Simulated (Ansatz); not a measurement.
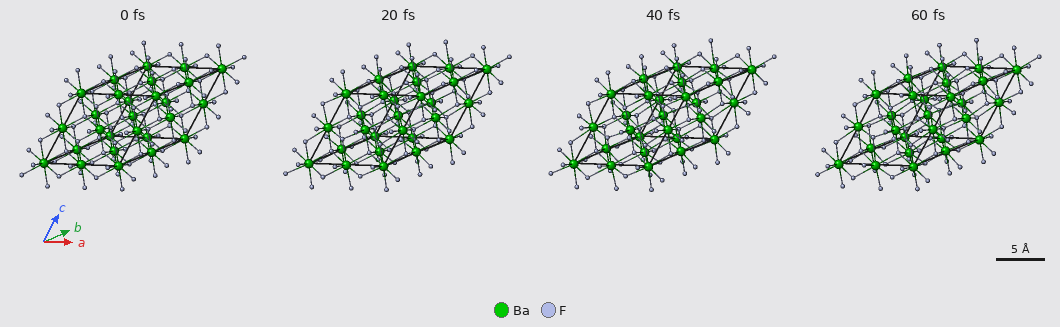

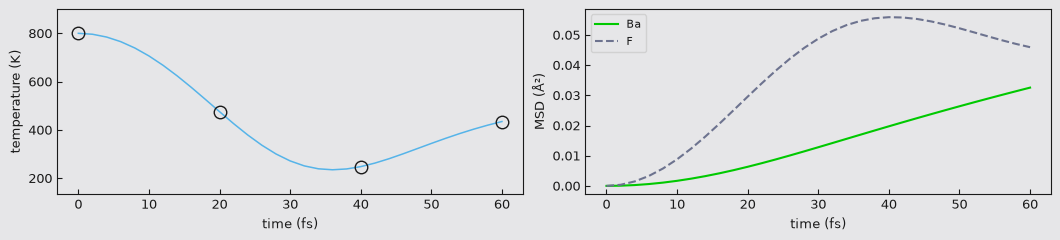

First-principles dynamics of a 24-atom cell of BaF2 (built on the measured structure type), 60 fs long. Frames and the history of the run. The picture is a ball-and-stick view of the reduced simulation cell, seen from a free direction. Bonds to atoms that aren't drawn are left out. Lengths and directions refer to the drawn axes.

Method: DFT, PBE, plane waves, PAW in Ansatz. Run with plane-wave cutoff 420 eV; k-point mesh 2 × 2 × 2; Fermi-Dirac smearing 0.069 eV; Nosé-Hoover thermostat (NVT); set temperature 800 K; time step 2 fs.

Input file:
```yaml
crystal:
  lattice:
    - [0.0, 6.1943224824, 6.1943224824]
    - [6.1943224824, 0.0, 6.1943224824]
    - [6.1943224824, 6.1943224824, 0.0]
  atoms:
    - { symbol: Ba, position: [0.0, 0.0, 0.0] }
    - { symbol: F, position: [0.125, 0.125, 0.125] }
    - { symbol: F, position: [0.375, 0.375, 0.375] }
    - { symbol: Ba, position: [0.0, 0.0, 0.5] }
    - { symbol: F, position: [0.125, 0.125, 0.625] }
    - { symbol: F, position: [0.375, 0.375, 0.875] }
    - { symbol: Ba, position: [0.0, 0.5, 0.0] }
    - { symbol: F, position: [0.125, 0.625, 0.125] }
    - { symbol: F, position: [0.375, 0.875, 0.375] }
    - { symbol: Ba, position: [0.0, 0.5, 0.5] }
    - { symbol: F, position: [0.125, 0.625, 0.625] }
    - { symbol: F, position: [0.375, 0.875, 0.875] }
    - { symbol: Ba, position: [0.5, 0.0, 0.0] }
    - { symbol: F, position: [0.625, 0.125, 0.125] }
    - { symbol: F, position: [0.875, 0.375, 0.375] }
    - { symbol: Ba, position: [0.5, 0.0, 0.5] }
    - { symbol: F, position: [0.625, 0.125, 0.625] }
    - { symbol: F, position: [0.875, 0.375, 0.875] }
    - { symbol: Ba, position: [0.5, 0.5, 0.0] }
    - { symbol: F, position: [0.625, 0.625, 0.125] }
    - { symbol: F, position: [0.875, 0.875, 0.375] }
    - { symbol: Ba, position: [0.5, 0.5, 0.5] }
    - { symbol: F, position: [0.625, 0.625, 0.625] }
    - { symbol: F, position: [0.875, 0.875, 0.875] }
kpoints:
  mp_grid: { grid: [2, 2, 2] }
hamiltonian:
  xc: pbe
scf:
  occupations: { method: fermi_dirac, width: 0.069 }
md:
  ensemble: nvt_nose_hoover
  temperature: 800
  timestep: 2.0
  n_steps: 30
  initial_velocities: maxwell_boltzmann
  seed: 2625
```

Run as
```bash
ansatz run input.yaml --threads 4 --pin off --max-ram 3686MiB --backend cpu --events-out ev --progress --plain --runs-dir out
```

What happens in this trajectory?

In the second half of the run the atoms are, in the root-mean-square, this far from where they began (common drift taken out): F 0.23 Å, Ba 0.15 Å. The run lasts only 60 fs, too short to tell vibration from diffusion. The mean temperature in the second half is 313 K (standard deviation 68 K). That is still far from the set 800 K: the thermostat hasn't settled it within this run. The potential energy is still drifting at the end, so the run hasn't reached equilibrium. The potential energy in the second half lies on average 62.9 meV per atom above the first frame.
